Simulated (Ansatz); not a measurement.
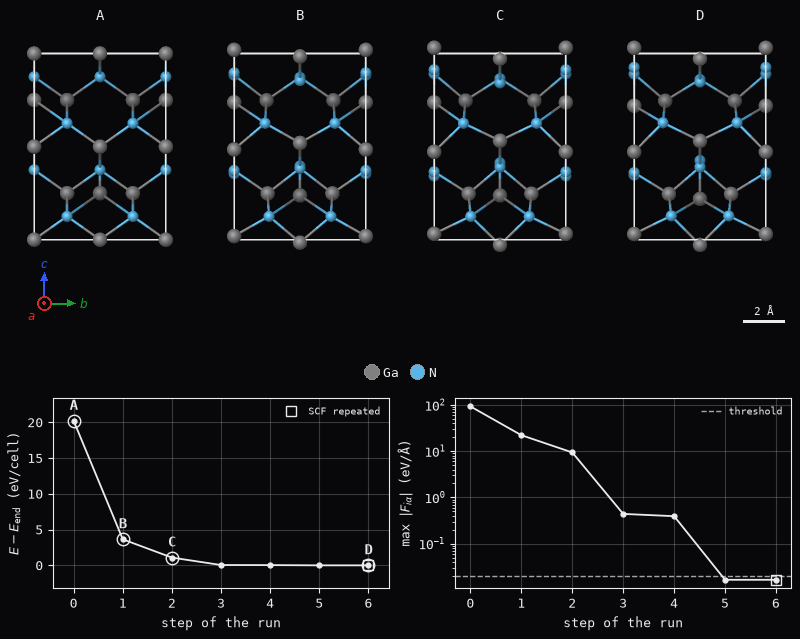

Frames of a relaxation of a defect cell of composition Ga7N8 (cell charge −3) (started half-way along a vacancy jump, in the symmetry of that start), marked on the history of the run. A ball-and-stick model of the conventional cell (2 times the calculation's cell), seen along the a axis. Lengths and directions refer to the drawn axes.

Method: DFT PBE, scalar-relativistic, plane waves, PAW in Ansatz 0.2.0. Set-up: plane-wave cutoff 420 eV; k-point mesh 4 × 4 × 4; occupations gaussian; smearing width 0.05 eV; no spin polarisation; atoms relaxed in a fixed cell; force threshold 0.02 eV/Å; at most 60 steps.

### What happens along the run?

The largest move is that of an N atom, 0.46 Å along +c. Largest moves by element: N 0.46 Å, Ga 0.31 Å. The cell doesn't change. Some distances before and after: Ga–N 1.137 → 1.879 Å, Ga–N 2.543 → 2.254 Å, Ga–N 1.970 → 1.827 Å, Ga–N 1.970 → 2.055 Å. Bond angles that change, for instance: N–Ga–N 109.5° → 88.5°, N–Ga–N 109.5° → 127.7°, N–Ga–N 109.5° → 122.0°. The energy falls by 20.220 eV per cell of the calculation in 5 accepted moves (6 points after the start). Largest force component: 93 eV/Å at the start, 0.016 eV/Å at the end. 1 step only repeated the SCF at the same geometry. The run took 120 s on 4 threads of Arm Neoverse N1, with other jobs on the host, peak memory 0.77 GiB. From step 0 to 1: N atoms move most (0.19 Å), energy −16.579 eV per cell of the calculation. From step 1 to 2: an N atom moves most (0.15 Å), energy −2.556 eV per cell of the calculation. From step 2 to 6: a Ga atom moves most (0.17 Å), energy −1.086 eV per cell of the calculation.

Limits of the set-up: the periodic images lie only 6.4 Å apart, so the values are limited by the cell's size; the cell is charged, on a uniform background, and energies carry no finite-size correction.
